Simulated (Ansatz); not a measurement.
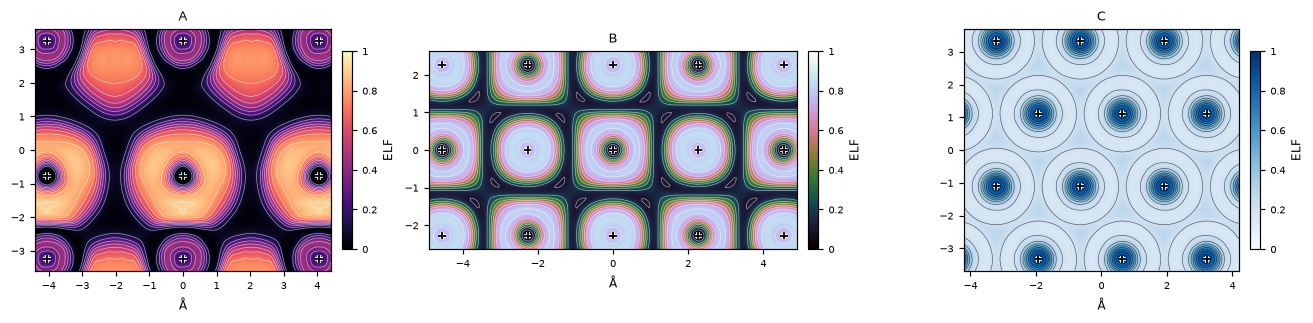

The ELF of 3 systems, each on a plane through atoms (crosses mark nuclei in the plane).

Theory: DFT r2SCAN, scalar-relativistic, plane waves, PAW (Ansatz 0.2.0).

System 1: Cu, the (001) plane of the conventional cell. Space group P6₃/mmc; a structure from a database of computed crystals, not necessarily the ambient phase; computed pressure about −6 GPa in this cell; computed without spin polarisation.

```
CELL_PARAMETERS angstrom
2.56704 0.00000 0.00000
-1.28352 2.22312 0.00000
0.00000 0.00000 8.38656
ATOMIC_POSITIONS crystal
Cu 0.00000 0.00000 0.00000
Cu 0.33333 0.66667 0.25000
Cu 0.00000 0.00000 0.50000
Cu 0.66667 0.33333 0.75000
```

System 2: HfN, the (100) plane of the conventional cell. Space group Fm-3m; computed pressure about −4 GPa in this cell; computed without spin polarisation.

```
Hf N
1.0
     4.54779    0.00000    0.00000
     0.00000    4.54779    0.00000
     0.00000    0.00000    4.54779
Hf N
4 4
Direct
  0.00000 0.00000 0.00000
  0.50000 0.50000 0.00000
  0.50000 0.00000 0.50000
  0.00000 0.50000 0.50000
  0.50000 0.00000 0.00000
  0.00000 0.50000 0.00000
  0.00000 0.00000 0.50000
  0.50000 0.50000 0.50000
```

System 3: MgS, the (100) plane of the conventional cell. Space group P6₃mc; a structure from a database of computed crystals, not necessarily the ambient phase.

```cif
data_structure
_symmetry_space_group_name_H-M 'P 1'
_symmetry_Int_Tables_number 1
_cell_length_a 4.0547
_cell_length_b 4.0547
_cell_length_c 6.4908
_cell_angle_alpha 90.000
_cell_angle_beta 90.000
_cell_angle_gamma 120.000
_cell_volume 92.41
loop_
_atom_site_label
_atom_site_type_symbol
_atom_site_fract_x
_atom_site_fract_y
_atom_site_fract_z
_atom_site_occupancy
Mg1 Mg 0.66667 0.33333 0.49702 1
Mg2 Mg 0.33333 0.66667 0.99702 1
S1 S 0.33333 0.66667 0.37798 1
S2 S 0.66667 0.33333 0.87798 1
```

### Which map belongs to which system?

Panel A is system 3, MgS: the plane holds Mg and S. Mg–S (2.47 Å): the ELF peaks at about 0.90 in the valence shell of S, 0.9 Å from its nucleus, and falls to about 0.05 next to Mg; an ionic contact with no shared pair. Panel B is system 2, HfN: the plane holds Hf and N. Hf–N (2.27 Å): the ELF peaks at about 0.80 in the valence shell of N, 0.7 Å from its nucleus, and is about 0.15 at the midpoint: no shared electron pair shows on this line. Panel C is system 1, Cu: the plane holds Cu. Cu–Cu (2.57 Å): the ELF is about 0.20 at the midpoint: no localised pair shows between them.
